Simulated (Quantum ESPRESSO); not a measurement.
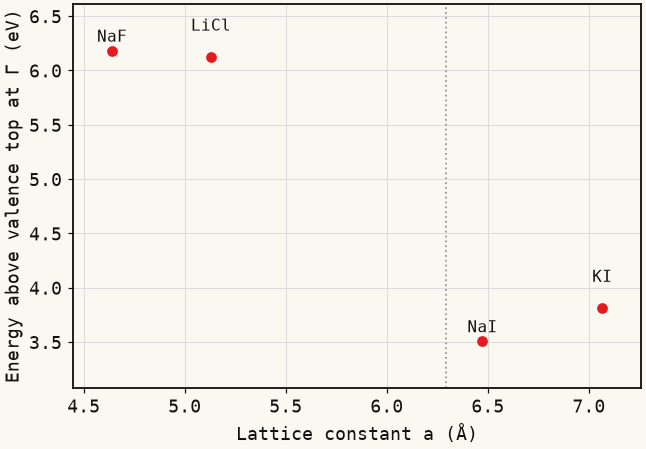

Lowest conduction level at Γ, counted from the valence-band top at Γ, for five rocksalt crystals against the lattice constant, each in its database cell. All by Quantum ESPRESSO with PBEsol, without spin-orbit coupling, no moments; potentials: PseudoDojo 0.4.1 SR PBEsol standard.

| compound | a (Å) | k mesh | Γ (eV) |
| --- | --- | --- | --- |
| NaF | 4.640 | 10×10×10 | 6.18 |
| LiCl | 5.130 | 9×9×9 | 6.13 |
| NaI | 6.473 | 7×7×7 | 3.51 |
| KI | 7.066 | 7×7×7 | 3.82 |

Question: KCl (a = 6.293 Å, dotted line) is left out. Estimate its value at Γ.

Answer: A straight line through the other values at Γ gives 4.35 eV. The run gives 5.03 eV at Γ, so the line misses by 0.68 eV: a straight line in the lattice constant doesn't capture this level.

Question: Does the value at Γ follow the lattice constant?

Answer: Loosely: it tends to fall by about 1.1 eV per Å (correlation −0.91). More than one element changes from compound to compound, so size isn't the only cause. The lowest value is 3.51 eV (NaI) and the highest 6.18 eV (NaF).

LDA, GGA and most meta-GGA functionals understate gaps. NaI and KI: spin-orbit coupling is left out, which matters for I. The cells are as the databases list them, so they lie at different pressures for this functional.
